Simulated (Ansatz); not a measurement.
**Two runs on Mg**

System: Mg (1 atom in the cell).
Method of run A: DFT PBEsol, scalar-relativistic, plane waves, PAW, no spin polarisation (Ansatz 0.2.0).

The structure derives from a Materials Project entry. Text and figures count atoms from 1; the logs count them from 0 in places.

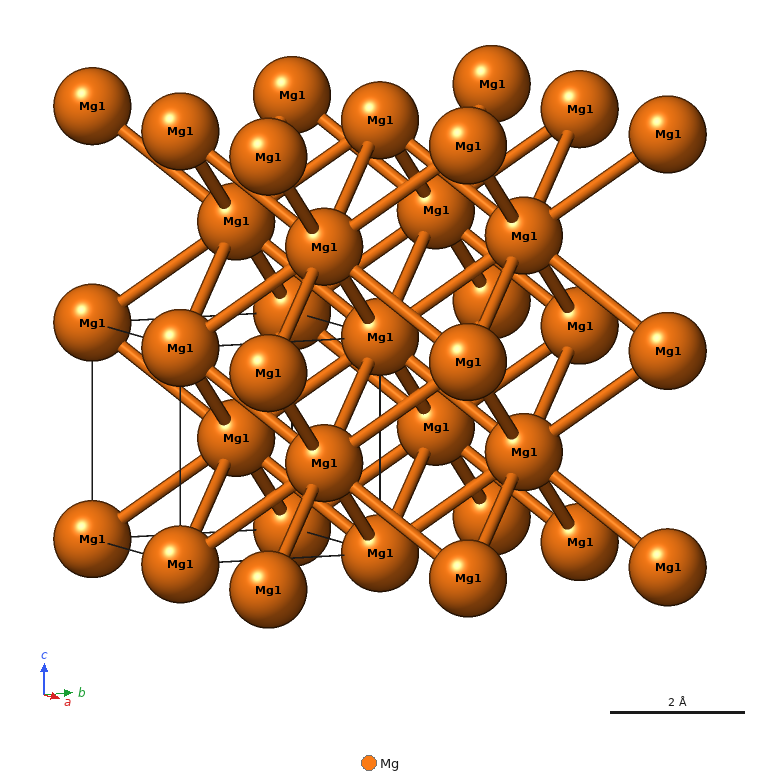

**Figure 1.** The structure (ball-and-stick view of the cell 2 times as large as that of the calculation, set on its symmetry axes, repeated 2 × 2 × 2, seen slightly off an axis; atoms are numbered from 1 in the order of the input).

**Input, run A**
```yaml
crystal:
  lattice:
    - [-1.6360828613, 1.6360828613, 1.6360828613]
    - [1.6360828613, -1.6360828613, 1.6360828613]
    - [1.6360828613, 1.6360828613, -1.6360828613]
  atoms:
    - { symbol: Mg, position: [0.0, 0.0, 0.0] }
basis:
  ecutwfc: 420
kpoints:
  mp_grid: { grid: [24, 24, 24] }
hamiltonian:
  xc: pbesol
scf:
  occupations: { method: gaussian, width: 0.15 }
output:
  forces: true
  stress: true
  eigenvalues: true
```

Hardware: 1 thread of an Arm (aarch64) CPU, shared host.

**Output, shortened to warnings, some set-up lines, iterations and results (run A)**
```
Basis set: ecut = 420 eV, 321 PW (Γ), exchange–correlation on 40×40×40 points (8 copies of the dense FFT grid, shifted against one another)
Symmetry: 48 space group operations
k-points: 413 of 13824
Initial density: superposition of atomic densities (neutral atoms: chi_scale 0, normalization atom), corrected by the library's trained network
[...]
SCF iter   1: F=—  HF=-1911.838458 eV  |F-HF|=—  |Δ(HF+E_count)|=         —  Δρ=2.62e-3  dr2=4.52e-4  ethr=1.77e-3  ⟨swp⟩=5.0  Hψ=25450  notcnv=0
SCF iter   2: F=—  HF=-1911.837759 eV  |F-HF|=—  |Δ(HF+E_count)|=   6.99e-4  Δρ=6.87e-4  dr2=3.01e-5  ethr=4.52e-6  ⟨swp⟩=2.4  Hψ=9072  notcnv=0
SCF iter   3: F=—  HF=-1911.837717 eV  |F-HF|=—  |Δ(HF+E_count)|=   4.23e-5  Δρ=1.00e-4  dr2=7.23e-7  ethr=3.01e-7  ⟨swp⟩=2.0  Hψ=5759  notcnv=0  defer=3
SCF iter   4: F=—  HF=-1911.837717 eV  |F-HF|=—  |Δ(HF+E_count)|=   5.81e-7  Δρ=3.20e-5  dr2=5.72e-8  ethr=7.23e-9  ⟨swp⟩=2.0  Hψ=5360  notcnv=0  defer=3
SCF iter   5: F=-1911.837717 eV  HF=-1911.837717 eV  |F-HF|=2.60e-9  |Δ(HF+E_count)|=   9.04e-8  Δρ=4.75e-6  dr2=1.09e-9  ethr=5.72e-10  ⟨swp⟩=2.0  Hψ=5761  notcnv=0  defer=3
SCF iter   6: F=-1911.837717 eV  HF=-1911.837717 eV  |F-HF|=3.68e-11  |Δ(HF+E_count)|=   1.65e-9  Δρ=5.14e-7  dr2=1.42e-11  ethr=1.09e-11  ⟨swp⟩=1.1  Hψ=11363  notcnv=0
SCF 1 converged in 6 iterations: F = -1911.837717 eV  dr2 = 1.42e-11
SCF converged after 6 iterations
Free energy (F): -1911.837717 eV
Harris-Foulkes:  -1911.837717 eV  (|F-HF|=3.68e-11)
Internal energy: -1911.834194 eV  (E = F + TS)
E sigma→0 (E₀):  -1911.835955 eV
Entropy (-TS):   -0.003523 eV (-3.523 meV/atom)
Fermi energy:    8.152286 eV
--- Per-component energies (eV) ---
  E_band       = -329.675980
  E_kinetic    = 76.924855
  E_local      = -1509.592627  (includes V_loc(G=0)·N_el)
  E_nonlocal   = 96.436221
  E_hartree    = 534.932688
  E_xc         = -29.341474
  E_vxc        = -38.079366  (∫ρ·V_xc dr)
  E_paw        = -280.503674  (= ΣΔE_a)
  E_vpaw       = -25.230597  (= ΣTr[D̂ρ^β])
  E_aug_tail   = -0.000002  (compensation charges beyond the density's cutoff)
  E_ewald      = -800.749044
  E_core_change = 0.058862  (= ΣΔE_core)
  E_smearing   = -0.003523  (= −TS)
  E_closure    = -0.000000  (closes the sum)
  Σ components = -1911.837717   (vs F -1911.837717, Δ=0.00e0)
--- Forces (eV/Å), atoms counted from 1 ---
  atom   1  Mg     0.00000000     0.00000000     0.00000000
  max |Σ_I F_I| component: 2.04e-32 eV/Å
--- Stress (GPa, compression-positive) ---
       14.884113       0.000000       0.000000
        0.000000      14.884113       0.000000
        0.000000       0.000000      14.884113
  P = ⅓ Tr σ = 14.8841 GPa (148.841 kbar)
```

The input of run B differs as follows (lines with − go, lines with + come):
```diff
-    - [-1.6360828613, 1.6360828613, 1.6360828613]
-    - [1.6360828613, -1.6360828613, 1.6360828613]
-    - [1.6360828613, 1.6360828613, -1.6360828613]
+    - [-1.7072168988, 1.7072168988, 1.7072168988]
+    - [1.7072168988, -1.7072168988, 1.7072168988]
+    - [1.7072168988, 1.7072168988, -1.7072168988]
```

Predict how the results change.

With the same functional and potentials, run B lies 146.6 meV per atom lower. The pressure goes from 14.88 to 5.66 GPa. The volume per atom goes from 17.52 to 19.90 Å³. The number of SCF iterations is the same. The plane waves at Γ go from 321 to 381.

**Output, shortened to warnings, some set-up lines, iterations and results (run B)**
```
Basis set: ecut = 420 eV, 381 PW (Γ), exchange–correlation on 40×40×40 points (8 copies of the dense FFT grid, shifted against one another)
Symmetry: 48 space group operations
k-points: 413 of 13824
Initial density: superposition of atomic densities (neutral atoms: chi_scale 0, normalization atom), corrected by the library's trained network
[...]
SCF iter   1: F=—  HF=-1911.984932 eV  |F-HF|=—  |Δ(HF+E_count)|=         —  Δρ=2.18e-3  dr2=3.75e-4  ethr=1.77e-3  ⟨swp⟩=5.1  Hψ=25550  notcnv=0
SCF iter   2: F=—  HF=-1911.984363 eV  |F-HF|=—  |Δ(HF+E_count)|=   5.70e-4  Δρ=6.65e-4  dr2=3.32e-5  ethr=3.75e-6  ⟨swp⟩=2.4  Hψ=9031  notcnv=0
SCF iter   3: F=—  HF=-1911.984321 eV  |F-HF|=—  |Δ(HF+E_count)|=   4.10e-5  Δρ=1.17e-4  dr2=9.77e-7  ethr=3.32e-7  ⟨swp⟩=2.0  Hψ=5762  notcnv=0  defer=2
SCF iter   4: F=—  HF=-1911.984322 eV  |F-HF|=—  |Δ(HF+E_count)|=   1.84e-8  Δρ=5.08e-5  dr2=1.60e-7  ethr=9.77e-9  ⟨swp⟩=2.0  Hψ=5747  notcnv=0  defer=2
SCF iter   5: F=-1911.984321 eV  HF=-1911.984321 eV  |F-HF|=7.03e-8  |Δ(HF+E_count)|=   2.06e-7  Δρ=2.17e-5  dr2=2.84e-8  ethr=1.60e-9  ⟨swp⟩=2.0  Hψ=5352  notcnv=0  defer=2
SCF iter   6: F=-1911.984321 eV  HF=-1911.984321 eV  |F-HF|=1.48e-9  |Δ(HF+E_count)|=   4.33e-8  Δρ=3.18e-6  dr2=5.76e-10  ethr=2.84e-10  ⟨swp⟩=2.3  Hψ=14729  notcnv=0
SCF 1 converged in 6 iterations: F = -1911.984321 eV  dr2 = 5.76e-10
SCF converged after 6 iterations
Free energy (F): -1911.984321 eV
Harris-Foulkes:  -1911.984321 eV  (|F-HF|=1.48e-9)
Internal energy: -1911.980427 eV  (E = F + TS)
E sigma→0 (E₀):  -1911.982374 eV
Entropy (-TS):   -0.003894 eV (-3.894 meV/atom)
Fermi energy:    6.883781 eV
--- Per-component energies (eV) ---
  E_band       = -342.947192
  E_kinetic    = 75.861223
  E_local      = -1562.712820  (includes V_loc(G=0)·N_el)
  E_nonlocal   = 96.392877
  E_hartree    = 555.466070
  E_xc         = -28.724081
  E_vxc        = -37.258457  (∫ρ·V_xc dr)
  E_paw        = -280.938056  (= ΣΔE_a)
  E_vpaw       = -26.163039  (= ΣTr[D̂ρ^β])
  E_aug_tail   = -0.000002  (compensation charges beyond the density's cutoff)
  E_ewald      = -767.384501
  E_core_change = 0.058862  (= ΣΔE_core)
  E_smearing   = -0.003894  (= −TS)
  E_closure    = 0.000000  (closes the sum)
  Σ components = -1911.984321   (vs F -1911.984321, Δ=0.00e0)
--- Forces (eV/Å), atoms counted from 1 ---
  atom   1  Mg     0.00000000     0.00000000     0.00000000
  max |Σ_I F_I| component: 1.95e-32 eV/Å
--- Stress (GPa, compression-positive) ---
        5.660034       0.000000       0.000000
        0.000000       5.660034      -0.000000
       -0.000000      -0.000000       5.660034
  P = ⅓ Tr σ = 5.6600 GPa (56.600 kbar)
```

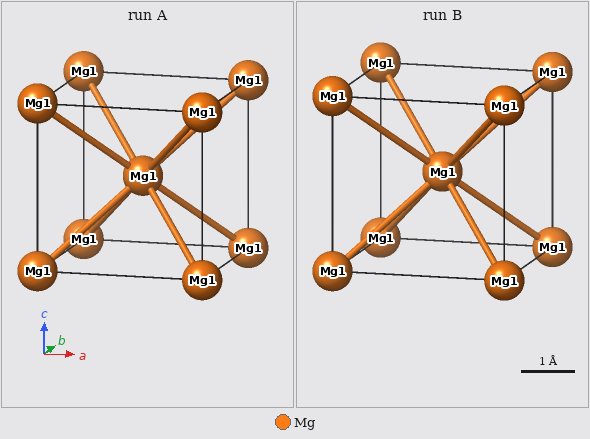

**Figure 2.** The two input geometries at one scale (ball-and-stick view of the cell 2 times as large as that of the calculation, set on its symmetry axes, seen slightly off an axis). No atom moves by more than 0.005 Å relative to the cell. The volume changes by +13.6 %, with a = b = c 3.272 → 3.414 Å (+4.3 %). Among the contacts that change: Mg1–Mg1 2.834 → 2.957 Å.

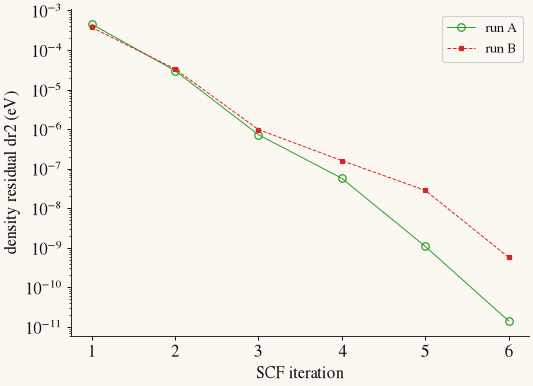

**Figure 3.** Convergence of the two runs: density residual dr2 against the SCF iteration. Run A takes 6 iterations in all, and run B takes 6.

**The two runs side by side**

| quantity | run A | run B |
| --- | --- | --- |
| outcome | converged | converged |
| free energy per atom (eV) | −1911.8377 | −1911.9843 |
| energy per atom, smearing taken to zero (eV) | −1911.8360 | −1911.9824 |
| gap on the mesh (eV) | 0.00 | 0.00 |
| pressure (GPa) | 14.88 | 5.66 |
| volume per atom (Å³) | 17.52 | 19.90 |
| largest force (eV/Å) | 0.000 | 0.000 |
| SCF iterations | 6 | 6 |
| irreducible k-points | 413 | 413 |
| plane waves at Γ | 321 | 381 |
| wall time (shared host) | 3.6 s | 4.7 s |

For run A: The cell is under a pressure of 14.9 GPa at this level, so it is not at its equilibrium volume. For run B: The cell is under a pressure of 5.7 GPa at this level, so it is not at its equilibrium volume.
